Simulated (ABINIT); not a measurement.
Run report: La2O3, dielectric calculation (part 2 of 2)

The same run, continued: La2O3 (P-3m1, 5 atoms in the cell); Kohn-Sham DFT of a periodic cell, PBE, PseudoDojo NC SR PBE v0.4.1 standard (ABINIT 10.8.3); cutoff 1687.11 eV, 4×4×4 k-mesh, fixed occupations. The structure derives from a Materials Project entry. The run did not end well.

Geometry of the input (Å; fractional positions):
```
3.9308  0.0000  0.0000
-1.9654  3.4042  0.0000
0.0000  0.0000  6.1120
La 0.3333  0.6667  0.2462
La 0.6667  0.3333  0.7538
O  0.0000  0.0000  0.0000
O  0.3333  0.6667  0.6459
O  0.6667  0.3333  0.3541
```

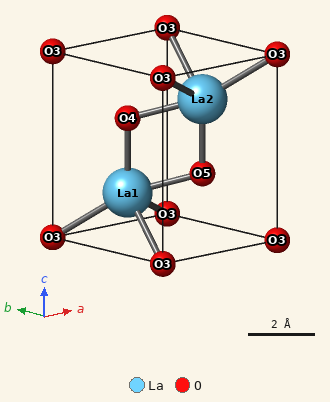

The structure as given in the input (ball-and-stick view of the cell of the calculation, seen at an oblique angle; atoms are numbered from 1 in the order of the input). An atom can appear more than once, as a periodic image.

### Log, continued
```
--- !ResultsGS
iteration_state: {dtset: 1, }
comment   : Summary of ground state results
lattice_vectors:
- [  7.4280937,   0.0000000,   0.0000000, ]
- [ -3.7140468,   6.4329178,   0.0000000, ]
- [  0.0000000,   0.0000000,  11.5499182, ]
lattice_lengths: [   7.42809,    7.42809,   11.54992, ]
lattice_angles: [ 90.000,  90.000, 120.000, ] # degrees, (23, 13, 12)
lattice_volume:   5.5190494E+02
convergence: {deltae:  2.174E-12, res2:  8.505E-16, residm:  2.338E-21, diffor: null, }
etotal    :  -1.20212105E+02
entropy   :   0.00000000E+00
fermie    :   2.18972051E-01
cartesian_stress_tensor: # hartree/bohr^3
- [ -4.66752485E-05,   0.00000000E+00,   0.00000000E+00, ]
- [  0.00000000E+00,  -4.66752489E-05,   0.00000000E+00, ]
- [  0.00000000E+00,   0.00000000E+00,  -5.87457136E-05, ]
pressure_GPa:   1.4916E+00
xred      :
- [  3.3333E-01,   6.6667E-01,   2.4624E-01, La]
- [  6.6667E-01,   3.3333E-01,   7.5376E-01, La]
- [  0.0000E+00,   0.0000E+00,   0.0000E+00,  O]
- [  3.3333E-01,   6.6667E-01,   6.4589E-01,  O]
- [  6.6667E-01,   3.3333E-01,   3.5411E-01,  O]
cartesian_forces: # hartree/bohr
- [ -2.02997081E-28,   5.86002095E-28,   1.58096465E-04, ]
- [ -5.79991659E-29,   3.34858340E-28,  -1.58096465E-04, ]
- [  8.69987488E-29,   5.86002095E-28,  -0.00000000E+00, ]
- [  8.69987488E-29,  -1.42314795E-27,   1.68457644E-04, ]
- [  8.69987488E-29,  -8.37145851E-29,  -1.68457644E-04, ]
force_length_stats: {min:   5.92424880E-28, max:   1.68457644E-04, mean:   1.30621644E-04, }
...

 Integrated electronic density in atomic spheres:
 ------------------------------------------------
 Atom  Sphere_radius  Integrated_density
    1        2.00000          6.07284869
    2        2.00000          6.07284869
    3        2.00000          6.05654508
    4        2.00000          6.21708501
    5        2.00000          6.21708501
================================================================================

 ----iterations are completed or convergence reached----

 Mean square residual over all n,k,spin=   29.465E-23; max=  23.375E-22
 reduced coordinates (array xred) for    5 atoms
       0.333333333333      0.666666666667      0.246235680000
       0.666666666667      0.333333333333      0.753764320000
       0.000000000000      0.000000000000      0.000000000000
       0.333333333333      0.666666666667      0.645890650000
       0.666666666667      0.333333333333      0.354109350000
 rms dE/dt=  9.7433E-04; max dE/dt=  1.9457E-03; dE/dt below (all hartree)
    1       0.000000000000     -0.000000000000     -0.001826001251
    2       0.000000000000      0.000000000000      0.001826001251
    3       0.000000000000      0.000000000000      0.000000000000
    4       0.000000000000      0.000000000000     -0.001945672017
    5       0.000000000000      0.000000000000      0.001945672017

 cartesian coordinates (angstrom) at end:
    1      0.00000000000000     2.26943566602871     1.50498103112559
    2      1.96538893900000     1.13471783301435     4.60697248887441
    3      0.00000000000000     0.00000000000000     0.00000000000000
    4      0.00000000000000     2.26943566602871     3.94765363180259
    5      1.96538893900000     1.13471783301435     2.16429988819741

 cartesian forces (hartree/bohr) at end:
    1     -0.00000000000000     0.00000000000000     0.00015809646548
    2     -0.00000000000000     0.00000000000000    -0.00015809646548
    3      0.00000000000000     0.00000000000000    -0.00000000000000
    4      0.00000000000000    -0.00000000000000     0.00016845764410
    5      0.00000000000000    -0.00000000000000    -0.00016845764410
 frms,max,avg= 8.4358339E-05 1.6845764E-04   0.000E+00  0.000E+00  0.000E+00 h/b

 cartesian forces (eV/Angstrom) at end:
    1     -0.00000000000000     0.00000000000000     0.00812964712137
    2     -0.00000000000000     0.00000000000000    -0.00812964712137
    3      0.00000000000000     0.00000000000000    -0.00000000000000
    4      0.00000000000000    -0.00000000000000     0.00866244034781
    5      0.00000000000000    -0.00000000000000    -0.00866244034781
 frms,max,avg= 4.3378802E-03 8.6624403E-03   0.000E+00  0.000E+00  0.000E+00 e/A
 length scales=  7.428093651197  7.428093651197 11.549918247078 bohr
              =  3.930777878000  3.930777878000  6.111953520000 angstroms
 Fermi (or HOMO) energy (hartree) =   0.21897   Average Vxc (hartree)=  -0.39551
 Eigenvalues (hartree) for nkpt=  10  k points:
 kpt#   1, nband= 20, wtk=  0.03125, kpt=  0.0000  0.0000  0.1250 (reduced coord)
  -0.87458   -0.86631   -0.39948   -0.35386   -0.33950   -0.26708   -0.26708   -0.25911
  -0.25911   -0.25369   -0.22706    0.13008    0.13008    0.13930    0.14343    0.14343
   0.16544    0.20731    0.20731    0.21330
 prteigrs : prtvol=0 or 1, do not print more k-points.

--- !EnergyTerms
iteration_state     : {dtset: 1, }
comment             : Components of total free energy in Hartree
kinetic             :  5.05487724607404E+01
hartree             :  1.95212273026027E+01
xc                  : -2.94813195978252E+01
Ewald energy        : -9.79164538553286E+01
psp_core            :  5.67182290685762E+00
local_psp           : -6.81259169922321E+01
non_local_psp       : -4.30237042992424E-01
total_energy        : -1.20212104818177E+02
total_energy_eV     : -3.27113801564978E+03
band_energy         : -5.66740047584686E+00
...

 Cartesian components of stress tensor (hartree/bohr^3)
  sigma(1 1)= -4.66752485E-05  sigma(3 2)=  0.00000000E+00
  sigma(2 2)= -4.66752489E-05  sigma(3 1)=  0.00000000E+00
  sigma(3 3)= -5.87457136E-05  sigma(2 1)=  0.00000000E+00

-Cartesian components of stress tensor (GPa)         [Pressure=  1.4916E+00 GPa]
- sigma(1 1)= -1.37323322E+00  sigma(3 2)=  0.00000000E+00
- sigma(2 2)= -1.37323323E+00  sigma(3 1)=  0.00000000E+00
- sigma(3 3)= -1.72835856E+00  sigma(2 1)=  0.00000000E+00

================================================================================
== DATASET  2 ==================================================================

--- !DatasetInfo
iteration_state: {dtset: 2, }
dimensions: {natom: 5, nkpt: 32, mband: 20, nsppol: 1, nspinor: 1, nspden: 1, mpw: 12923, }
cutoff_energies: {ecut:  62.0, pawecutdg:  -1.0, }
electrons: {nelect:   4.00000000E+01, charge:   0.00000000E+00, occopt:   1.00000000E+00, tsmear:   1.00000000E-02, }
meta: {optdriver: 1, rfelfd: 2, }
...

 mkfilename : getwfk/=0, take file _WFK from output of DATASET   1.

 Exchange-correlation functional for the present dataset will be:
  GGA: Perdew-Burke-Ernzerhof functional - ixc=11
  J.P.Perdew, K.Burke, M.Ernzerhof, PRL 77, 3865 (1996)

 Real(R)+Recip(G) space primitive vectors, cartesian coordinates (Bohr,Bohr^-1):
 R(1)=  7.4280937  0.0000000  0.0000000  G(1)=  0.1346240  0.0777252  0.0000000
 R(2)= -3.7140468  6.4329178  0.0000000  G(2)=  0.0000000  0.1554505  0.0000000
 R(3)=  0.0000000  0.0000000 11.5499182  G(3)=  0.0000000  0.0000000  0.0865807
 Unit cell volume ucvol=  5.5190494E+02 bohr^3
 Angles (23,13,12)=  9.00000000E+01  9.00000000E+01  1.20000000E+02 degrees
 setup1 : take into account q-point for computing boxcut.

 getcut: wavevector=  0.0000  0.0000  0.0000  ngfft=  54  54  90
         ecut(hartree)=     62.000   => boxcut(ratio)=   2.05142
--------------------------------------------------------------------------------

 ==>  initialize data related to q vector <==

 The list of irreducible perturbations for this q vector is:
    1)    idir= 1    ipert=   6
    2)    idir= 2    ipert=   6
    3)    idir= 3    ipert=   6

================================================================================

--------------------------------------------------------------------------------
 Perturbation wavevector (in red.coord.)   0.000000  0.000000  0.000000
 Perturbation : derivative vs k along direction   1
 The set of symmetries contains only one element for this perturbation.
 symkpt : not enough symmetry to change the number of k points.

--------------------------------------------------------------------------------

--------------------------------------------------------------------------------

 Initialisation of the first-order wave-functions :
  ireadwf=   0

--- !BeginCycle
iteration_state: {dtset: 2, }
solver: {iscf: -3, nstep: 80, nline: 4, wfoptalg: 0, }
tolerances: {tolwfr: 1.00E-18, }
...

     iter   2DEtotal(Ha)        deltaE(Ha) residm    vres2
-ETOT  1  -40.480997267261     -4.048E+01 2.457E-01 0.000E+00
 ETOT  2  -40.871216004437     -3.902E-01 1.585E-02 0.000E+00
 ETOT  3  -40.967847865139     -9.663E-02 5.320E-03 0.000E+00
 ETOT  4  -40.996408400559     -2.856E-02 1.232E-03 0.000E+00
 ETOT  5  -41.005712508466     -9.304E-03 7.536E-04 0.000E+00
 ETOT  6  -41.008878591986     -3.166E-03 1.705E-04 0.000E+00
 ETOT  7  -41.009993237180     -1.115E-03 1.182E-04 0.000E+00
 ETOT  8  -41.010393628586     -4.004E-04 2.764E-05 0.000E+00
 ETOT  9  -41.010540093334     -1.465E-04 1.869E-05 0.000E+00
 ETOT 10  -41.010594330895     -5.424E-05 4.538E-06 0.000E+00
 ETOT 11  -41.010614634275     -2.030E-05 2.980E-06 0.000E+00
 ETOT 12  -41.010622298749     -7.664E-06 7.453E-07 0.000E+00
 ETOT 13  -41.010625213860     -2.915E-06 4.896E-07 0.000E+00
 ETOT 14  -41.010626329539     -1.116E-06 1.227E-07 0.000E+00
 ETOT 15  -41.010626758939     -4.294E-07 8.370E-08 0.000E+00
 ETOT 16  -41.010626925015     -1.661E-07 2.025E-08 0.000E+00
 ETOT 17  -41.010626989531     -6.452E-08 1.434E-08 0.000E+00
 ETOT 18  -41.010627014694     -2.516E-08 3.353E-09 0.000E+00
 ETOT 19  -41.010627024543     -9.850E-09 2.461E-09 0.000E+00
 ETOT 20  -41.010627028412     -3.868E-09 5.567E-10 0.000E+00
 ETOT 21  -41.010627029935     -1.524E-09 4.231E-10 0.000E+00
 ETOT 22  -41.010627030537     -6.019E-10 9.262E-11 0.000E+00
 ETOT 23  -41.010627030776     -2.384E-10 7.289E-11 0.000E+00
 ETOT 24  -41.010627030870     -9.473E-11 1.544E-11 0.000E+00
 ETOT 25  -41.010627030908     -3.768E-11 1.258E-11 0.000E+00
 ETOT 26  -41.010627030923     -1.494E-11 2.580E-12 0.000E+00
 ETOT 27  -41.010627030929     -6.054E-12 2.175E-12 0.000E+00
 ETOT 28  -41.010627030931     -2.458E-12 4.318E-13 0.000E+00
 ETOT 29  -41.010627030932     -9.308E-13 3.768E-13 0.000E+00
 ETOT 30  -41.010627030933     -3.908E-13 7.239E-14 0.000E+00
 ETOT 31  -41.010627030933     -8.527E-14 6.539E-14 0.000E+00
 ETOT 32  -41.010627030933     -1.421E-14 1.215E-14 0.000E+00
 ETOT 33  -41.010627030933     -7.105E-14 1.137E-14 0.000E+00
 ETOT 34  -41.010627030933      2.132E-14 2.071E-15 0.000E+00
 ETOT 35  -41.010627030933     -7.105E-14 1.979E-15 0.000E+00
 ETOT 36  -41.010627030933      7.816E-14 3.620E-16 0.000E+00
 ETOT 37  -41.010627030933     -7.105E-14 3.452E-16 0.000E+00
 ETOT 38  -41.010627030933     -1.421E-14 6.336E-17 0.000E+00
 ETOT 39  -41.010627030933      1.421E-14 6.031E-17 0.000E+00
 ETOT 40  -41.010627030933     -2.132E-14 1.110E-17 0.000E+00
 ETOT 41  -41.010627030933     -1.421E-14 1.055E-17 0.000E+00
 ETOT 42  -41.010627030933      2.132E-14 1.947E-18 0.000E+00
 ETOT 43  -41.010627030933      0.000E+00 1.848E-18 0.000E+00
 ETOT 44  -41.010627030933     -2.132E-14 9.981E-19 0.000E+00

 At SCF step   44   max residual=  9.98E-19 < tolwfr=  1.00E-18 =>converged.
================================================================================

 ----iterations are completed or convergence reached----

 Mean square residual over all n,k,spin=   69.807E-20; max=  99.813E-20
 dfpt_looppert : ek2=    7.6319184163E+01
          f-sum rule ratio=    1.0004967250E+00
 Expectation of eigenvalue derivatives (hartree) for nkpt=  32  k points:
  (in case of degenerate eigenvalues, averaged derivative)
 kpt#   1, nband= 20, wtk=  0.03125, kpt=  0.0000  0.0000  0.1250 (reduced coord)
  -0.00000    0.00000   -0.00000   -0.00000    0.00000   -0.00000   -0.00000   -0.00000
  -0.00000    0.00000    0.00000    0.00000    0.00000    0.00000   -0.00000   -0.00000
   0.00000    0.00000    0.00000   -0.00000
 prteigrs : prtvol=0 or 1, do not print more k-points.

 2DEtotal=   -0.4101062703E+02 Ha. Also 2DEtotal=   -0.111595601233E+04 eV
    (  non-var. 2DEtotal :   -4.1010627027E+01 Ha)

--------------------------------------------------------------------------------
 Perturbation wavevector (in red.coord.)   0.000000  0.000000  0.000000
 Perturbation : derivative vs k along direction   2
 The set of symmetries contains only one element for this perturbation.
 symkpt : not enough symmetry to change the number of k points.

--------------------------------------------------------------------------------

--------------------------------------------------------------------------------

 Initialisation of the first-order wave-functions :
  ireadwf=   0

--- !BeginCycle
iteration_state: {dtset: 2, }
solver: {iscf: -3, nstep: 80, nline: 4, wfoptalg: 0, }
tolerances: {tolwfr: 1.00E-18, }
...

     iter   2DEtotal(Ha)        deltaE(Ha) residm    vres2
-ETOT  1  -40.481562706365     -4.048E+01 2.742E-01 0.000E+00
 ETOT  2  -40.871468517811     -3.899E-01 1.585E-02 0.000E+00
 ETOT  3  -40.967905657333     -9.644E-02 5.320E-03 0.000E+00
 ETOT  4  -40.996421836408     -2.852E-02 1.232E-03 0.000E+00
 ETOT  5  -41.005715927724     -9.294E-03 7.536E-04 0.000E+00
 ETOT  6  -41.008879541763     -3.164E-03 1.705E-04 0.000E+00
 ETOT  7  -41.009993457940     -1.114E-03 1.182E-04 0.000E+00
 ETOT  8  -41.010393731966     -4.003E-04 2.764E-05 0.000E+00
 ETOT  9  -41.010540147524     -1.464E-04 1.869E-05 0.000E+00
 ETOT 10  -41.010594356414     -5.421E-05 4.538E-06 0.000E+00
 ETOT 11  -41.010614645012     -2.029E-05 2.980E-06 0.000E+00
 ETOT 12  -41.010622302415     -7.657E-06 7.453E-07 0.000E+00
 ETOT 13  -41.010625214351     -2.912E-06 4.896E-07 0.000E+00
 ETOT 14  -41.010626328636     -1.114E-06 1.227E-07 0.000E+00
 ETOT 15  -41.010626757441     -4.288E-07 8.370E-08 0.000E+00
 ETOT 16  -41.010626923264     -1.658E-07 2.025E-08 0.000E+00
 ETOT 17  -41.010626987675     -6.441E-08 1.434E-08 0.000E+00
 ETOT 18  -41.010627012794     -2.512E-08 3.353E-09 0.000E+00
 ETOT 19  -41.010627022625     -9.832E-09 2.461E-09 0.000E+00
 ETOT 20  -41.010627026486     -3.861E-09 5.567E-10 0.000E+00
 ETOT 21  -41.010627028007     -1.521E-09 4.231E-10 0.000E+00
 ETOT 22  -41.010627028608     -6.007E-10 9.262E-11 0.000E+00
 ETOT 23  -41.010627028846     -2.380E-10 7.289E-11 0.000E+00
 ETOT 24  -41.010627028940     -9.443E-11 1.544E-11 0.000E+00
 ETOT 25  -41.010627028978     -3.754E-11 1.258E-11 0.000E+00
 ETOT 26  -41.010627028993     -1.501E-11 2.580E-12 0.000E+00
 ETOT 27  -41.010627028999     -5.961E-12 2.175E-12 0.000E+00
 ETOT 28  -41.010627029001     -2.444E-12 4.318E-13 0.000E+00
 ETOT 29  -41.010627029002     -1.016E-12 3.768E-13 0.000E+00
 ETOT 30  -41.010627029002     -3.979E-13 7.239E-14 0.000E+00
 ETOT 31  -41.010627029002     -3.553E-14 6.539E-14 0.000E+00
 ETOT 32  -41.010627029003     -1.421E-13 1.215E-14 0.000E+00
```

### What the run reported

| quantity | value |
| --- | --- |
| outcome | stopped at the time limit |
| space group (tolerance 0.01 Å) | P-3m1 (164) |
| electrons treated | 40 |
| free energy | −3271.1380 eV |
| pressure | 1.49 GPa |
| largest force (length of the vector) | 0.009 eV/Å |
| wall time | 25 min |
| peak memory | 0.32 GiB |

### What went wrong

The run was cut off by its time limit, so the output is incomplete.
